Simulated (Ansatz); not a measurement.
# Geometry relaxation of Eu₃HO₃ (part 5 of 5)

Eu₃HO₃ (slab, 7 atoms in the cell); DFT PBE+U, scalar-relativistic, plane waves, PAW, Ueff = 6 eV on Eu atom 1 f; Ueff = 6 eV on Eu atom 3 f; Ueff = 6 eV on Eu atom 5 f, spin-polarised (Ansatz 0.2.0); cutoff 420 eV, 8×8×1 k-mesh, Gaussian smearing of 0.05 eV, collinear spins. The input holds or restrains some coordinates. It belongs to a series of runs on one base structure; here: H put at a top Eu site.

Geometry of the input (Å; fractional positions):
```
3.6598  0.0000  0.0000
0.0000  3.6598  0.0000
0.0000  0.0000  24.1757
Eu 0.0000  0.0000  0.3516
O  0.5000  0.5000  0.3516
Eu 0.5001  0.5000  0.4559
O  -0.0000  0.0000  0.4564
Eu 0.0000  0.0000  0.5613
O  0.4998  0.5003  0.5588
H  0.0000  0.0000  0.6565
```

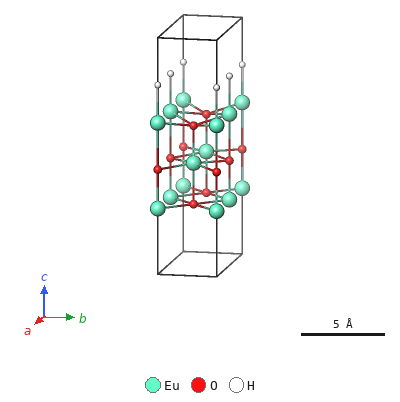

The geometry at step 5 of the log (ball-and-stick view of the 2 × 1 repeat of the cell, with the vacuum cut short, seen slightly off an axis).

Trajectory as extended XYZ, continued:
```
7
Lattice="3.6598 0.0000 0.0000 0.0000 3.6598 0.0000 0.0000 0.0000 24.1757" Properties=species:S:1:pos:R:3:forces:R:3 step=5 energy=-28022.81289
Eu    0.0000    0.0000    8.5000    0.0000   0.0000  -0.3917
O     1.8299    1.8299    8.5000    0.0000   0.0000   0.3921
Eu    1.8300    1.8298   11.0526   -0.0002   0.0002   0.0000
O    -0.0001    0.0001   10.9192    0.0001  -0.0001  -0.0009
Eu    0.0001   -0.0001   13.8128   -0.0002   0.0002   0.0041
O     1.8296    1.8303   13.3646    0.0003  -0.0003  -0.0017
H    -0.0001    0.0002   16.1593    0.0000   0.0000  -0.0017
```

Summary:

```csv
quantity,value
outcome,converged under the restraints of the input
electrons treated,70
free energy,−28022.8129 eV
"work function, top face",6.23 eV
"work function, bottom face",2.65 eV
Fermi energy,0.857 eV
gap on the k-point mesh,none (metallic)
net moment of the cell,21.18 μB
integrated absolute moment,21.80 μB
final volume,323.81 Å³
work function (upper face),6.23 eV
"largest force (length of the vector) at the end, held atoms and coordinates included",0.392 eV/Å
hardware,"8 threads of Intel Xeon @ 2.90GHz (Ice Lake), 64 GiB of memory available, shared host"
wall time,5.6 min (CPU time 36 min)
peak memory,1.8 GiB
```

Remarks:

The electronic state found may not be the lowest one. Notes on the run: the typed occupations were not kept. DFT+U on an f shell has many self-consistent states, and spin–orbit coupling is left out here.
